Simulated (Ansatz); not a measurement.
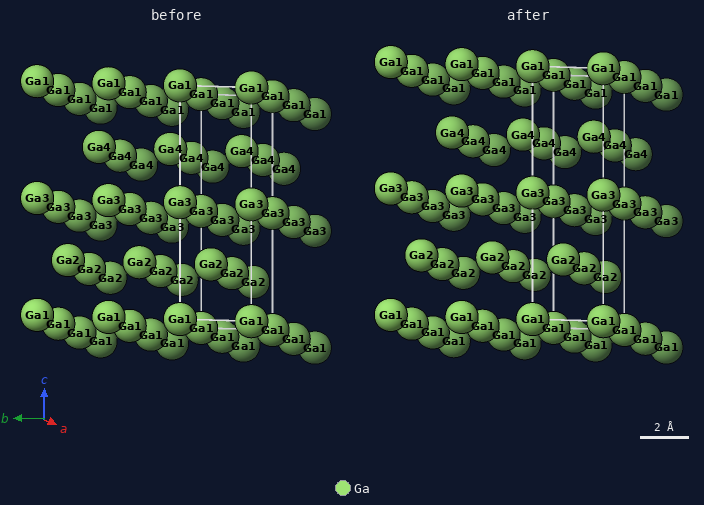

Left: a symmetric starting cell of Ga (made from another compound by putting Ga in place of In). Right: the same structure after one change, at the same scale. The picture is a spheres-only view of the cell of the calculation, repeated 3 × 3 × 1 with one cell outlined, seen from a free direction.

These are results of DFT PBEsol, scalar-relativistic, plane waves, PAW in Ansatz 0.2.0, not measurements. Settings: plane-wave cutoff 420 eV; k-point mesh 15 × 15 × 4; occupations gaussian; smearing width 0.1 eV; no spin polarisation.

What was changed?

Answer. The cell is strained by +8.2 % along c and −0.8 % across it (volume +6.5 %), the atoms keeping their fractional coordinates. No relaxation follows. The starting cell wasn't computed here and needn't be at equilibrium, so pressure and forces aren't due to the change alone.

How do the computed properties respond?

Answer. Among the bonded contacts that change: Ga–Ga 3.045 → 3.204 Å, Ga–Ga 3.080 → 3.055 Å. The space group stays P6_3/mmc (No. 194). The pressure is −7.3 GPa (not all of it need come from the change, since the unchanged cell can be under pressure at this level too). The principal stresses (compression positive) are −7.5 GPa along c and −7.2 GPa across it. All forces vanish by symmetry.
